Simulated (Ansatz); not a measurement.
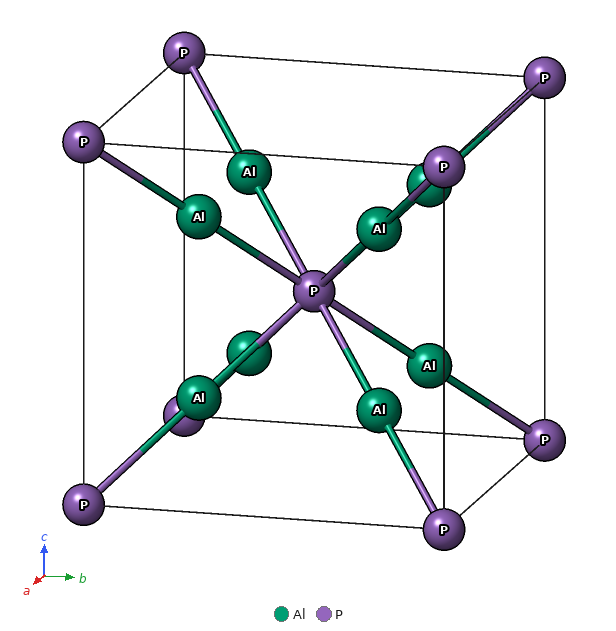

The image is a ball-and-stick drawing of a crystal, viewed slightly off an axis. Lines trace the edges of the conventional unit cell. Cell: a = 5.79 Å, b = 5.79 Å, c = 5.79 Å, α = 90.00°, β = 90.00°, γ = 90.00°.

The structure comes from a structure type filled with these elements by a generator (whether the compound takes this form wasn't checked). Earlier steps of the study may have refined or changed the cell and positions. It went into a calculation with Ansatz.

Characterise what is shown.

The formula is Al$_{4}$P. The symmetry is that of Im-3m (No. 229), on a body-centred cubic lattice. Atoms per cell: 10 (8 Al, 2 P). Al sits among two P in a linear arrangement at about 2.5 Å. The P atoms are each bonded to eight Al in a cubic arrangement at about 2.5 Å. The bonds build a three-dimensional framework.

Method used: DFT PBE, scalar-relativistic, plane waves, PAW in Ansatz 0.2.0. It ran with a 420 eV plane-wave basis, k-points about 0.15 Å⁻¹ apart, Gaussian smearing of 0.1 eV, no spin polarisation.

What does the calculation say: metal or gapped?

A metal: bands cross the Fermi level.

What net charge does each kind of atom have (Bader)?

Al +0.73 e; P -2.92 e.

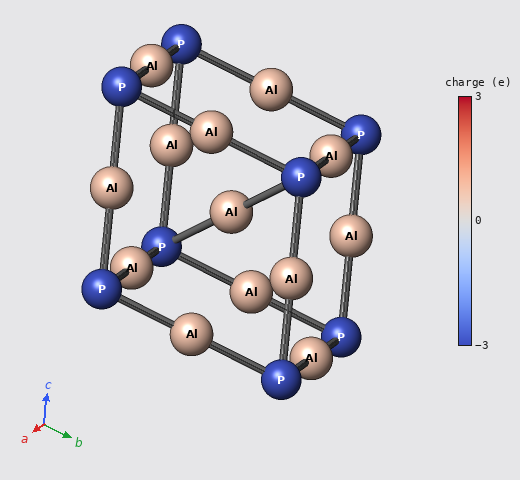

The atoms coloured by those charges. The run's cell of 5 atoms is drawn, so axes and origin can differ from the first picture.

Do the forces and the stress vanish for this geometry?

Yes. All forces vanish to within 0.01 eV/Å. The pressure is 0.0 GPa, close to zero.
